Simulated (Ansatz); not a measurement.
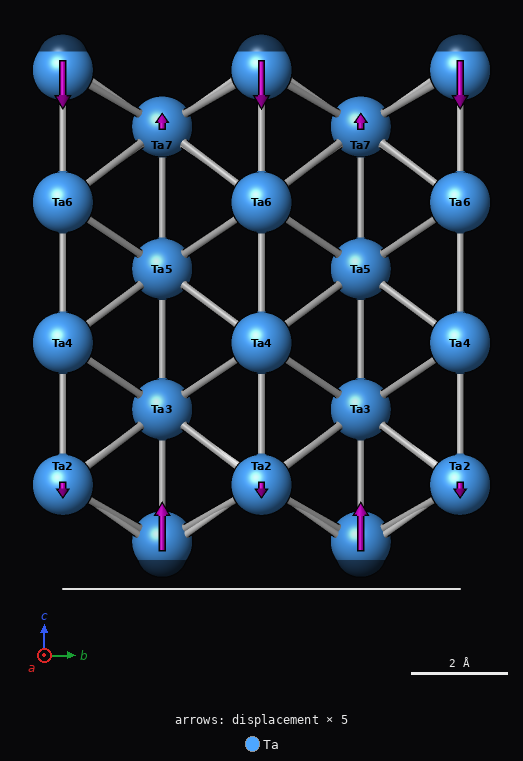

A (1 1 0) slab of Ta as cut from the relaxed bulk, drawn pale, and a changed version of it, drawn solid. The purple arrows show how the atoms are displaced, magnified 5 times. A ball-and-stick model of the 2 × 2 repeat of the cell, outlined in the plane, without the vacuum, seen along the a axis.

Computed with Ansatz 0.2.0, DFT PBEsol, scalar-relativistic, plane waves, PAW. Settings: plane-wave cutoff 420 eV; occupations gaussian; smearing width 0.1 eV; no spin polarisation. The k-mesh is chosen for each cell (12×8×23, 12×8×1).

Question: Describe the change and its computed effect.

Answer: The atoms of the slab are relaxed at the bulk's in-plane cell. The surface energy (mean of the two faces) falls from 2.93 to 2.66 J/m². The top spacing, between the Ta and Ta planes, goes from 1.48 to 1.19 Å (−19.4 %), the bottom one (Ta to Ta) from 1.48 to 1.19 Å (−19.4 %). The lattice vectors keep their values. The largest moves relative to the layer's centre, 0.21 Å, are those of Ta atoms. Some distances before and after: Ta–Ta 2.953 → 2.780 to 3.011 Å.
